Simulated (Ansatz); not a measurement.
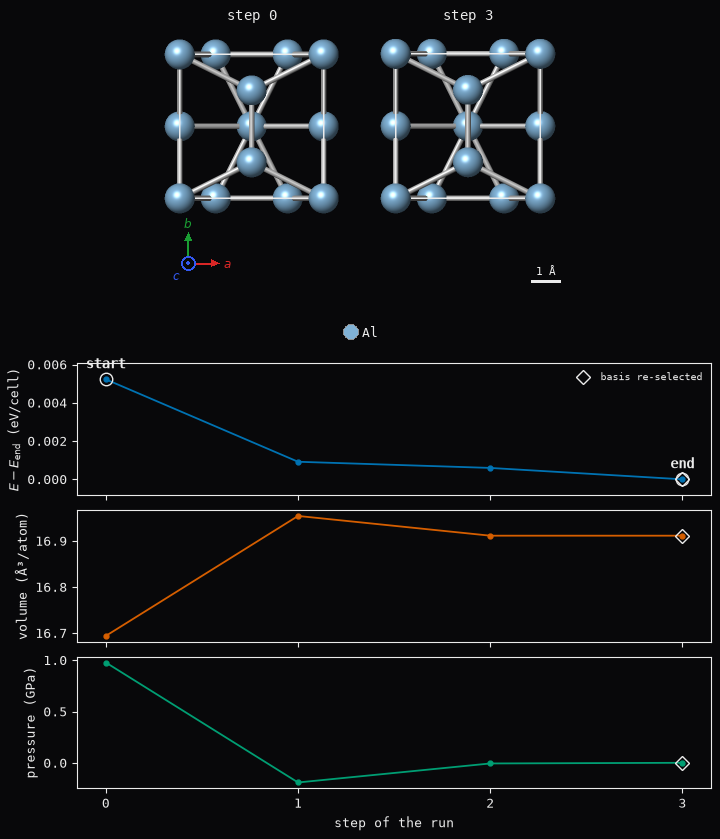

First and last geometry of a relaxation of crystalline Al (built on the beta-tungsten (A15)_223 type), with the history of the run. A ball-and-stick model of the cell of the calculation, seen along the c axis.

Case: beta-tungsten (A15) type (Pm-3n, No. 223).

The calculation used DFT PBE, scalar-relativistic, plane waves, PAW in Ansatz.

The input:
```yaml
crystal:
  lattice:
    - [5.1115256021, 0.0, 0.0]
    - [0.0, 5.1115256021, 0.0]
    - [0.0, 0.0, 5.1115256021]
  atoms:
    - { symbol: Al, position: [0.5, 0.5, 0.5] }
    - { symbol: Al, position: [0.0, 0.0, 0.0] }
    - { symbol: Al, position: [0.25, 0.0, 0.5] }
    - { symbol: Al, position: [0.5, 0.25, 0.0] }
    - { symbol: Al, position: [0.5, 0.75, 0.0] }
    - { symbol: Al, position: [0.75, 0.0, 0.5] }
    - { symbol: Al, position: [0.0, 0.5, 0.75] }
    - { symbol: Al, position: [0.0, 0.5, 0.25] }
basis:
  ecutwfc: 420
kpoints:
  mp_grid: { grid: [8, 8, 8] }
hamiltonian:
  xc: pbe
scf:
  occupations: { method: gaussian, width: 0.1 }
output:
  forces: true
  stress: true
  eigenvalues: true
relax:
  adjacent_minimum: "off"
  f_tol: 0.01
  max_steps: 80
  cell: { stress_tol: 0.05 }
```

Did the run converge, and what did it change?

It converged. The energy falls by 5.2 meV per cell of the calculation in 2 accepted moves (3 points after the start). All forces vanish by symmetry, so only the cell relaxes. The pressure goes from 0.98 to 0.00 GPa. At 1 point the geometry stayed and the basis and grid were re-selected for the new cell (energy shift of 0.6 meV per cell of the calculation at most each time). The atoms keep their places relative to the cell (all moves are under 0.005 Å). Cell: a = b = c 5.112 → 5.134 Å (+0.4 %). Volume +1.3 %. Some distances before and after: Al1–Al3 2.857 → 2.870 Å, Al3–Al6 2.556 → 2.567 Å. The space group stays Pm-3n (No. 223). The run took of the order of 21 core-seconds on a shared host.
